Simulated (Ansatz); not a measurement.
Hf2S: geometry relaxation (part 1 of 2)

The run: geometry relaxation of Hf2S (P6₃/mmc, 6 atoms in the cell). Method and program: DFT LDA, scalar-relativistic, plane waves, PAW, no spin polarisation (Ansatz 0.2.0).

The structure derives from a Materials Project entry. It belongs to a series of runs on one base structure; here: relaxed functional: LDA. Figures and captions count atoms from 1; the log counts them from 0 in places.

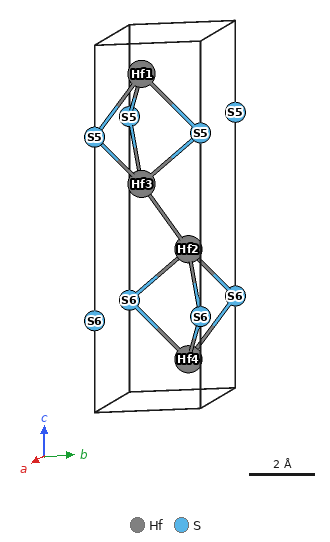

**Figure 1.** The input geometry (ball-and-stick view of the cell of the calculation, seen slightly off an axis; atoms are numbered from 1 in the order of the input). An atom can appear more than once, as a periodic image. Near neighbours in the periodic cell (some may lie outside the picture): Hf has 3 Hf at 3.05 Å and 3 S at 2.62 Å; S has 6 Hf at 2.62 Å.

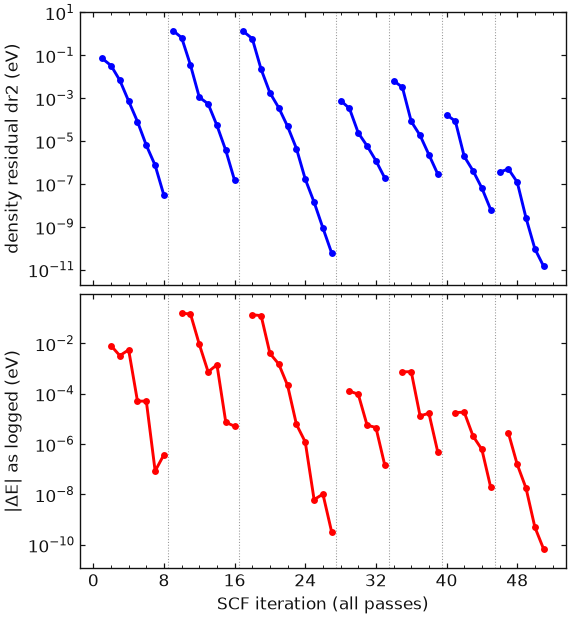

**Figure 2.** Convergence of the self-consistent field: density residual dr2 and size of the energy change against the SCF iteration. The dotted lines part the SCF passes of the relaxation: geometry steps, rejected trials and re-solves on a re-selected basis. The 7 passes take 6 to 11 iterations each, 51 in all.

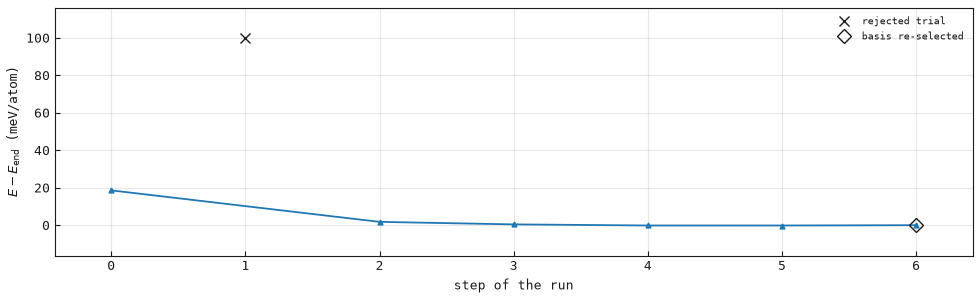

**Figure 3.** Progress of the relaxation, step by step (the first geometry is step 0 here and step 1 in the log).

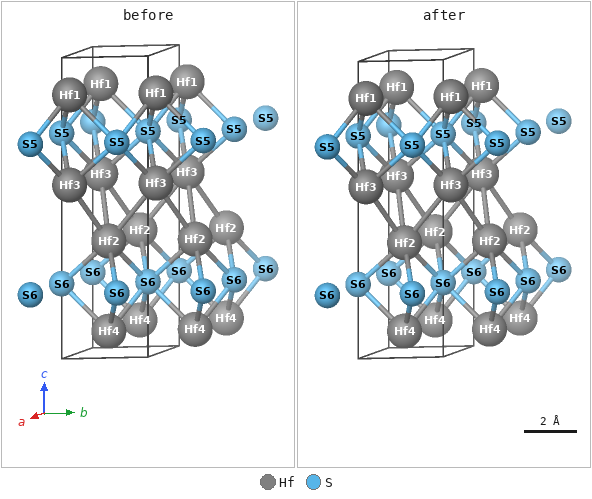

**Figure 4.** Before (left) and after (right) the relaxation, at one scale (ball-and-stick view of the cell of the calculation, repeated 2 × 2 × 1, seen slightly off an axis). The largest moves relative to the cell, 0.012 Å, are those of Hf1, Hf2, Hf3 and Hf4. S stays in place. The volume changes by −4.5 %, with a = b 3.374 → 3.319 Å (−1.6 %), c 11.717 → 11.563 Å (−1.3 %). Distances before and after: Hf1–S5 2.622 → 2.575 Å, Hf1–Hf4 3.051 → 3.026 Å. The space group stays P6_3/mmc (No. 194). The energy falls by 18.8 meV per atom in 5 geometry steps. The largest force component goes from 0.17 to 0.0034 eV/Å. Pressure: −6.34 GPa at the start and 0.00 GPa at the end. The line search rejected the trial step at point 1 (counted from 0) and went back. A last SCF at the same geometry on a re-selected plane-wave basis shifts the energy by +0.2 meV per atom. (Atoms are counted from 1 in the order of the input.)

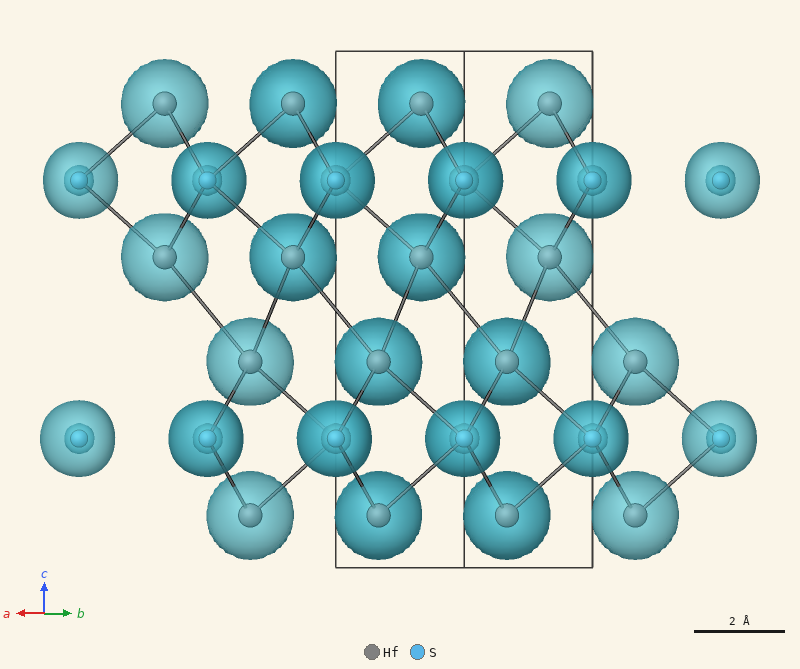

**Figure 5.** Isosurface of the valence electron density at 0.8 e/Å³ (cyan), seen along [110]. Sticks mark near contacts. The outline is the cell set on symmetry axes. At this value the density breaks into separate islands; it holds about 80 % of the electrons treated as valence (semicore included). It is pinched off along the Hf–S (2.58 Å) and Hf–Hf (3.03 Å) contacts. On the grid the lowest density along these lines, outside the cores, is 0.39 e/Å³ (Hf–S, 2.58 Å) and 0.22 e/Å³ (Hf–Hf, 3.03 Å). In a PAW calculation such maps are meaningful between the atoms, not at the nuclei.

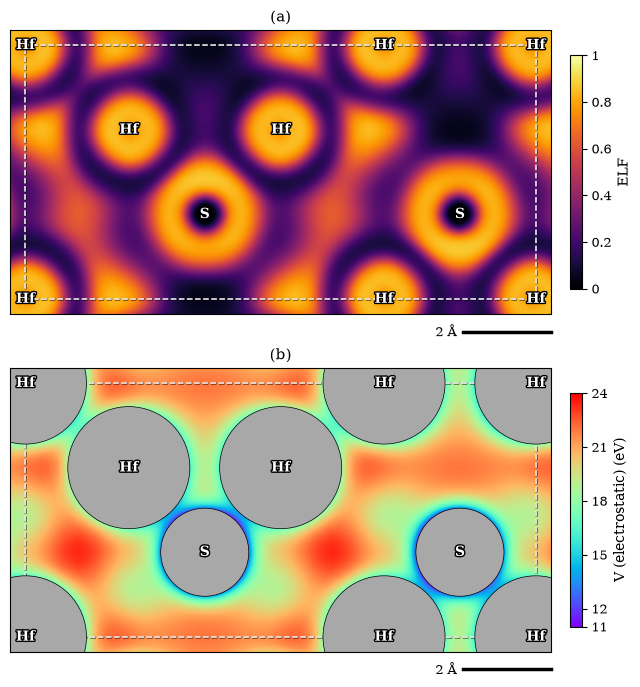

**Figure 6.** (a) electron localisation function; (b) electrostatic potential energy of an electron on the (110) plane of the conventional cell. Grey discs, where drawn, cover atomic cores. Atoms in the plane: Hf and S. Hf–S (2.58 Å): the ELF is about 0.30 at the midpoint; a polar contact without a shared pair, in a metal. Hf–Hf (3.03 Å): the ELF is about 0.25 at the midpoint (no shared electron pair).  The strong features right at Hf lie inside the PAW spheres (semicore, d or f shells) and say nothing about bonding. Outside the cores the potential energy rises away from the atoms and is highest about 2.2 Å from the nearest atoms; outside the discs it spans about 12 eV, and its zero is arbitrary.

The input that produced these results follows, with the program's output.

## The input
```yaml
crystal:
  lattice:
    - [3.3742737662, 0.0, 0.0]
    - [-1.6871368831, 2.9222068008, 0.0]
    - [0.0, 0.0, 11.71740703]
  atoms:
    - { symbol: Hf, position: [0.6666666667, 0.3333333333, 0.89981164] }
    - { symbol: Hf, position: [0.3333333333, 0.6666666667, 0.39981164] }
    - { symbol: Hf, position: [0.6666666667, 0.3333333333, 0.60018836] }
    - { symbol: Hf, position: [0.3333333333, 0.6666666667, 0.10018836] }
    - { symbol: S, position: [0.0, 0.0, 0.75] }
    - { symbol: S, position: [0.0, 0.0, 0.25] }
basis:
  ecutwfc: 420
kpoints:
  mp_grid: { grid: [12, 12, 4] }
hamiltonian:
  xc: lda
scf:
  occupations: { method: gaussian, width: 0.1 }
output:
  forces: true
  stress: true
  eigenvalues: true
  write_density: true
  write_potential: true
  elf: true
  volumetric_format: npy
relax:
  adjacent_minimum: "off"
  f_tol: 0.01
  max_steps: 60
  cell: { stress_tol: 0.05 }
```

Command:
```bash
ansatz run input.yaml --threads 1 --pin off --max-ram 2560MiB --backend cpu --events-out ev --progress --plain --runs-dir out
```

## Log
```
Engine: ansatz 0.2.0, aarch64-unknown-linux-gnu
Pseudopotentials: kind: paw
Pseudopotential: Hf, paw, valence charge 26, recommended cutoff 420 eV (normal), Hf.paw.azcp
Pseudopotential: S, paw, valence charge 6, recommended cutoff 420 eV (normal), S.paw.azcp
Functional definition: SPW92
  exchange = slater_x
  correlation = pw_c
Crystal: 6 atoms, lattice volume = 115.537 Å³
Basis set: ecut = 420 eV, 2271 PW (Γ)
Bands: 70, of which v1, the nominal top of the filled ones, is band 58 counted from 1 (57 counted from 0)
Symmetry: 24 space group operations
Space group: P63/mmc (ITA 194), of the structure as read, at distance tolerance 4.9e-5 Å
k-points: 57 of 576
Non-local potential: Hf, projectors of the file, l = 0: 3, l = 1: 2, l = 2: 2, l = 3: 3
Non-local potential: S, projectors of the file, l = 0: 2, l = 1: 2, l = 2: 2
PAW form: soft (Blöchl's): semilocal exchange-correlation on the pseudo side does not see the compensation charge
PAW frozen core: Hf, regenerated for the run's functional, and the local potential with it (the file was generated under x = pbe(κ = 0.804, μ = 0.2195149727645171), c = pbe(β = 0.06672455060314922))
PAW frozen core: S, regenerated for the run's functional, and the local potential with it (the file was generated under x = pbe(κ = 0.804, μ = 0.2195149727645171), c = pbe(β = 0.06672455060314922))
PAW one-centre angular grid: Hf, 590 points (default); XC on 64 Gauss nodes
PAW one-centre angular grid: S, 110 points (default); XC on 64 Gauss nodes
Initial density: superposition of atomic densities (neutral atoms: chi_scale 0, normalization atom), corrected by the library's trained network
Initial wavefunctions: pseudopotential atomic-orbital guess
Functional: x = slater, c = lda
SCF iter   1: F=—  HF=-63653.178401 eV  |F-HF|=—  |Δ(HF+E_count)|=         —  Δρ=6.64e-3  dr2=7.15e-2  ethr=1.77e-3  ⟨swp⟩=5.1  Hψ=12832  notcnv=0  defer=11
preconditioner: auto → Kerker (q_TF=auto, 2.730 Å⁻¹)  [metal: Δε(μ)=0.003 eV  Ē_g=17.080 eV  σ=0.100 eV  W_gap=0.02  n_scr=52 (ndim 8)  ℏωp=35.9 eV  f_vac=0.000  D(μ)=2.95/eV (n_scr^D=8)]
SCF iter   2: F=—  HF=-63653.170285 eV  |F-HF|=—  |Δ(HF+E_count)|=   8.12e-3  Δρ=4.29e-3  dr2=3.32e-2  ethr=6.16e-5  ⟨swp⟩=1.4  Hψ=5171  notcnv=0  defer=18
SCF iter   3: F=—  HF=-63653.167034 eV  |F-HF|=—  |Δ(HF+E_count)|=   3.25e-3  Δρ=1.62e-3  dr2=6.79e-3  ethr=2.86e-5  ⟨swp⟩=2.0  Hψ=5947  notcnv=0  defer=18
SCF iter   4: F=—  HF=-63653.161516 eV  |F-HF|=—  |Δ(HF+E_count)|=   5.52e-3  Δρ=7.75e-4  dr2=7.30e-4  ethr=5.85e-6  ⟨swp⟩=2.0  Hψ=6661  notcnv=0  defer=18
SCF iter   5: F=—  HF=-63653.161465 eV  |F-HF|=—  |Δ(HF+E_count)|=   5.03e-5  Δρ=2.61e-4  dr2=8.04e-5  ethr=6.29e-7  ⟨swp⟩=2.0  Hψ=7016  notcnv=0  defer=18
SCF iter   6: F=—  HF=-63653.161415 eV  |F-HF|=—  |Δ(HF+E_count)|=   5.07e-5  Δρ=5.94e-5  dr2=6.32e-6  ethr=6.93e-8  ⟨swp⟩=2.0  Hψ=7007  notcnv=0  defer=18
SCF iter   7: F=—  HF=-63653.161415 eV  |F-HF|=—  |Δ(HF+E_count)|=   8.41e-8  Δρ=2.04e-5  dr2=7.34e-7  ethr=5.44e-9  ⟨swp⟩=2.0  Hψ=7008  notcnv=0  defer=18
SCF iter   8: F=-63653.161414 eV  HF=-63653.161414 eV  |F-HF|=1.45e-8  |Δ(HF+E_count)|=   3.79e-7  Δρ=5.32e-6  dr2=2.87e-8  ethr=8.62e-11  ⟨swp⟩=11.3  Hψ=30880  notcnv=0
SCF 1 converged in 8 iterations: F = -63653.161414 eV  dr2 = 2.87e-8
  greatest PAW one-centre occupation: 0.998 electrons in one spin orbital (limit 2), on the Hf atom at site 3 (counted from 0), in its partial waves of l = 3
relax step   1: F+E_penalty+E_count = -63653.16141423 eV  Δ(F+E_penalty+E_count) = +0.000e0 eV  max|allowed force component| = 1.697e-1 eV/Å  Δτ_max = 0.0000 Å  P = -6.336 GPa  Ω = 115.537 Å³  (8 SCF iters, dr2 threshold 1.00e-7 eV, accepted)
Crystal: 6 atoms, lattice volume = 101.067 Å³
Basis set: ecut = 420 eV, 2005 PW (Γ)
Initial density: handed on by an earlier stage of this run
Initial wavefunctions: those handed on with the density
iter 1 solved again at ethr=1.23e-3 eV; its pass at ethr=3.10e-3 eV (dr2=1.42e0 eV) is discarded
SCF iter   1: F=—  HF=-63652.986072 eV  |F-HF|=—  |Δ(HF+E_count)|=         —  Δρ=1.63e-2  dr2=1.43e0  ethr=1.23e-3  ⟨swp⟩=1.4  Hψ=18250  notcnv=0
preconditioner: auto → Kerker (q_TF=auto, 2.792 Å⁻¹)  [metal: Δε(μ)=0.064 eV  Ē_g=17.124 eV  σ=0.100 eV  W_gap=0.35  n_scr=40 (ndim 8)  ℏωp=38.4 eV  f_vac=0.000  D(μ)=1.73/eV (n_scr^D=6)]
SCF iter   2: F=—  HF=-63652.829613 eV  |F-HF|=—  |Δ(HF+E_count)|=   1.56e-1  Δρ=1.03e-2  dr2=6.64e-1  ethr=1.23e-3  ⟨swp⟩=2.1  Hψ=4657  notcnv=0
SCF iter   3: F=—  HF=-63652.681844 eV  |F-HF|=—  |Δ(HF+E_count)|=   1.48e-1  Δρ=3.09e-3  dr2=3.50e-2  ethr=5.72e-4  ⟨swp⟩=2.9  Hψ=5713  notcnv=0  defer=101
SCF iter   4: F=—  HF=-63652.672684 eV  |F-HF|=—  |Δ(HF+E_count)|=   9.16e-3  Δρ=9.81e-4  dr2=1.10e-3  ethr=3.02e-5  ⟨swp⟩=2.0  Hψ=5527  notcnv=0  defer=142
SCF iter   5: F=—  HF=-63652.673419 eV  |F-HF|=—  |Δ(HF+E_count)|=   7.35e-4  Δρ=8.18e-4  dr2=5.41e-4  ethr=9.48e-7  ⟨swp⟩=2.8  Hψ=7591  notcnv=0  defer=142
SCF iter   6: F=—  HF=-63652.672008 eV  |F-HF|=—  |Δ(HF+E_count)|=   1.41e-3  Δρ=1.75e-4  dr2=5.31e-5  ethr=4.66e-7  ⟨swp⟩=2.4  Hψ=7326  notcnv=0  defer=142
SCF iter   7: F=—  HF=-63652.672016 eV  |F-HF|=—  |Δ(HF+E_count)|=   7.29e-6  Δρ=5.82e-5  dr2=3.65e-6  ethr=4.58e-8  ⟨swp⟩=2.0  Hψ=7006  notcnv=0  defer=142
SCF iter   8: F=-63652.672011 eV  HF=-63652.672011 eV  |F-HF|=2.87e-9  |Δ(HF+E_count)|=   5.07e-6  Δρ=1.23e-5  dr2=1.44e-7  ethr=5.17e-10  ⟨swp⟩=15.0  Hψ=39668  notcnv=0
SCF 2 converged in 8 iterations: F = -63652.672011 eV  dr2 = 1.44e-7
  greatest PAW one-centre occupation: 0.998 electrons in one spin orbital (limit 2), on the Hf atom at site 2 (counted from 0), in its partial waves of l = 3
relax step   2: F+E_penalty+E_count = -63652.67201071 eV  Δ(F+E_penalty+E_count) = +4.894e-1 eV  max|allowed force component| = 1.603e0 eV/Å  Δτ_max = 0.0663 Å  P = +15.481 GPa  Ω = 101.067 Å³  energy of the carried Pulay correction = +2.702e-3 eV  (8 SCF iters, dr2 threshold 6.00e-7 eV, rejected (line search))
Crystal: 6 atoms, lattice volume = 111.219 Å³
Basis set: ecut = 420 eV, 2211 PW (Γ)
iter 1 solved again at ethr=1.10e-3 eV; its pass at ethr=3.10e-3 eV (dr2=1.27e0 eV) is discarded
SCF iter   1: F=—  HF=-63653.530685 eV  |F-HF|=—  |Δ(HF+E_count)|=         —  Δρ=1.41e-2  dr2=1.29e0  ethr=1.10e-3  ⟨swp⟩=1.4  Hψ=18110  notcnv=0
preconditioner: auto → Kerker (q_TF=auto, 2.748 Å⁻¹)  [metal: Δε(μ)=0.026 eV  Ē_g=17.088 eV  σ=0.100 eV  W_gap=0.14  n_scr=52 (ndim 8)  ℏωp=36.6 eV  f_vac=0.000  D(μ)=3.45/eV (n_scr^D=26)]
SCF iter   2: F=—  HF=-63653.394699 eV  |F-HF|=—  |Δ(HF+E_count)|=   1.36e-1  Δρ=9.02e-3  dr2=5.97e-1  ethr=1.10e-3  ⟨swp⟩=2.0  Hψ=4658  notcnv=0
SCF iter   3: F=—  HF=-63653.267959 eV  |F-HF|=—  |Δ(HF+E_count)|=   1.27e-1  Δρ=2.43e-3  dr2=2.22e-2  ethr=5.14e-4  ⟨swp⟩=3.0  Hψ=5504  notcnv=0
SCF iter   4: F=—  HF=-63653.263978 eV  |F-HF|=—  |Δ(HF+E_count)|=   3.98e-3  Δρ=1.31e-3  dr2=1.77e-3  ethr=1.91e-5  ⟨swp⟩=2.0  Hψ=6901  notcnv=0  defer=5
SCF iter   5: F=—  HF=-63653.262475 eV  |F-HF|=—  |Δ(HF+E_count)|=   1.50e-3  Δρ=5.30e-4  dr2=3.54e-4  ethr=1.53e-6  ⟨swp⟩=2.0  Hψ=7026  notcnv=0  defer=5
SCF iter   6: F=—  HF=-63653.262262 eV  |F-HF|=—  |Δ(HF+E_count)|=   2.12e-4  Δρ=1.66e-4  dr2=4.78e-5  ethr=3.05e-7  ⟨swp⟩=2.0  Hψ=6008  notcnv=0  defer=5
SCF iter   7: F=—  HF=-63653.262256 eV  |F-HF|=—  |Δ(HF+E_count)|=   6.00e-6  Δρ=5.48e-5  dr2=4.46e-6  ethr=4.12e-8  ⟨swp⟩=2.0  Hψ=7025  notcnv=0  defer=5
SCF iter   8: F=—  HF=-63653.262255 eV  |F-HF|=—  |Δ(HF+E_count)|=   1.20e-6  Δρ=1.05e-5  dr2=1.66e-7  ethr=3.84e-9  ⟨swp⟩=2.0  Hψ=6111  notcnv=0  defer=5
SCF iter   9: F=—  HF=-63653.262255 eV  |F-HF|=—  |Δ(HF+E_count)|=   6.15e-9  Δρ=3.09e-6  dr2=1.40e-8  ethr=1.43e-10  ⟨swp⟩=2.0  Hψ=7024  notcnv=0  defer=5
SCF iter  10: F=—  HF=-63653.262255 eV  |F-HF|=—  |Δ(HF+E_count)|=   1.02e-8  Δρ=8.29e-7  dr2=8.72e-10  ethr=1.21e-11  ⟨swp⟩=2.0  Hψ=7031  notcnv=0  defer=5
SCF iter  11: F=-63653.262255 eV  HF=-63653.262255 eV  |F-HF|=1.46e-11  |Δ(HF+E_count)|=  3.06e-10  Δρ=2.14e-7  dr2=5.77e-11  ethr=1.00e-12  ⟨swp⟩=9.6  Hψ=25027  notcnv=0
SCF 3 converged in 11 iterations: F = -63653.262255 eV  dr2 = 5.77e-11
relax step   3: F+E_penalty+E_count = -63653.26225528 eV  Δ(F+E_penalty+E_count) = -1.008e-1 eV  max|allowed force component| = 1.607e-1 eV/Å  Δτ_max = 0.0024 Å  P = -1.419 GPa  Ω = 111.219 Å³  energy of the carried Pulay correction = +7.702e-4 eV  (11 SCF iters, accepted)
Crystal: 6 atoms, lattice volume = 110.277 Å³
Basis set: ecut = 420 eV, 2199 PW (Γ)
iter 1 solved again at ethr=8.16e-7 eV; its pass at ethr=3.10e-3 eV (dr2=9.46e-4 eV) is discarded
SCF iter   1: F=—  HF=-63653.270567 eV  |F-HF|=—  |Δ(HF+E_count)|=         —  Δρ=6.77e-4  dr2=7.75e-4  ethr=8.16e-7  ⟨swp⟩=2.0  Hψ=17069  notcnv=0
preconditioner: auto → Kerker (q_TF=auto, 2.751 Å⁻¹)  [metal: Δε(μ)=0.007 eV  Ē_g=17.090 eV  σ=0.100 eV  W_gap=0.04  n_scr=52 (ndim 8)  ℏωp=36.7 eV  f_vac=0.000  D(μ)=3.17/eV (n_scr^D=26)]
SCF iter   2: F=—  HF=-63653.270442 eV  |F-HF|=—  |Δ(HF+E_count)|=   1.26e-4  Δρ=3.92e-4  dr2=3.32e-4  ethr=6.68e-7  ⟨swp⟩=1.3  Hψ=4011  notcnv=0
SCF iter   3: F=—  HF=-63653.270347 eV  |F-HF|=—  |Δ(HF+E_count)|=   9.52e-5  Δρ=9.27e-5  dr2=2.40e-5  ethr=2.86e-7  ⟨swp⟩=2.0  Hψ=5142  notcnv=0
SCF iter   4: F=—  HF=-63653.270341 eV  |F-HF|=—  |Δ(HF+E_count)|=   5.60e-6  Δρ=5.83e-5  dr2=5.93e-6  ethr=2.07e-8  ⟨swp⟩=2.0  Hψ=6266  notcnv=0
SCF iter   5: F=—  HF=-63653.270336 eV  |F-HF|=—  |Δ(HF+E_count)|=   4.52e-6  Δρ=3.02e-5  dr2=1.21e-6  ethr=5.12e-9  ⟨swp⟩=2.0  Hψ=7302  notcnv=0
SCF iter   6: F=-63653.270336 eV  HF=-63653.270336 eV  |F-HF|=1.73e-7  |Δ(HF+E_count)|=   1.45e-7  Δρ=9.30e-6  dr2=1.89e-7  ethr=5.17e-10  ⟨swp⟩=9.8  Hψ=33694  notcnv=0
SCF 4 converged in 6 iterations: F = -63653.270336 eV  dr2 = 1.89e-7
relax step   4: F+E_penalty+E_count = -63653.27033615 eV  Δ(F+E_penalty+E_count) = -8.081e-3 eV  max|allowed force component| = 1.264e-1 eV/Å  Δτ_max = 0.0035 Å  P = -0.088 GPa  Ω = 110.277 Å³  energy of the carried Pulay correction = +9.420e-4 eV  (6 SCF iters, dr2 threshold 6.00e-7 eV, accepted)
Crystal: 6 atoms, lattice volume = 110.313 Å³
iter 1 solved again at ethr=5.81e-6 eV; its pass at ethr=3.10e-3 eV (dr2=6.74e-3 eV) is discarded
```
